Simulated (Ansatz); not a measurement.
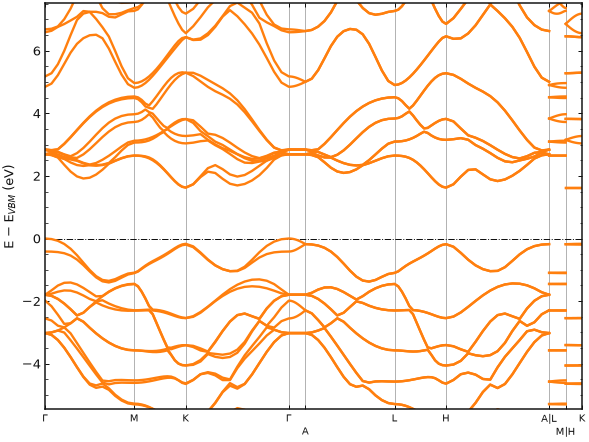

Band structure. Energies are counted from the top of the valence band.

What lattice type does the k path imply?

Answer. A hexagonal (primitive) lattice: the path Γ–M–K–Γ–A–L–H–A|L–M|H–K runs through the special points of its Brillouin zone.

The material is WS₂, space group P6_3/mmc (No. 194), 6 atoms in the cell.

Computed with Ansatz: DFT PBE, scalar-relativistic, plane waves, PAW, no spin polarisation, 12×12×2 k mesh, 420 eV cutoff, Gaussian smearing of 0.02 eV.

Read off the fundamental gap and say whether it is direct.

Answer. A semiconductor. The gap along this path is 1.63 eV and indirect, from the valence-band top at Γ to the conduction-band bottom at K; the smallest direct gap is 1.80 eV, at K.

Spin-orbit coupling is left out, which matters for W.
